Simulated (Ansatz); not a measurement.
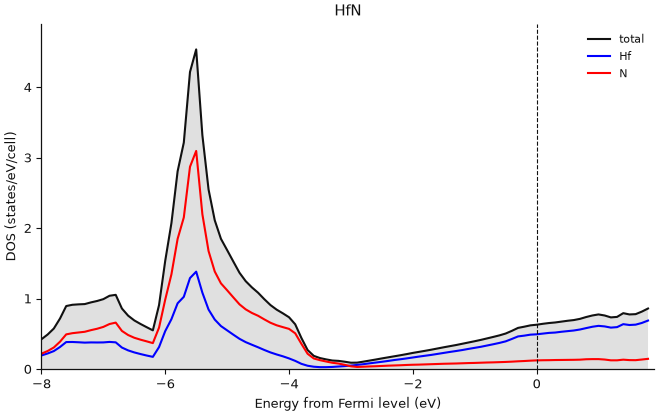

What does this figure show?

Density of states of HfN, space group Fm-3m (No. 225), 2 atoms in the cell. Ansatz 0.2.0; DFT PBE, scalar-relativistic, plane waves, PAW, no spin polarisation, 16×16×16 k mesh, 420 eV cutoff, Gaussian smearing of 0.1 eV. Energies are counted from the Fermi level. The partial curves are projected on Löwdin-orthogonalised atomic shells.

It is a metal. The density of states at the Fermi level is about 0.63 per eV and cell (mean within 0.25 eV), or 0.31 per atom. By projected weight, the states within 0.3 eV of the Fermi level are Hf (80 %) and N (20 %). The tallest peak in the window is at −5.5 eV; by projected weight it is N (70 %) and Hf (30 %).

The electron count is odd and the run has no spin polarisation, so a magnetic state may lie lower. Spin-orbit coupling is left out, which matters for Hf.
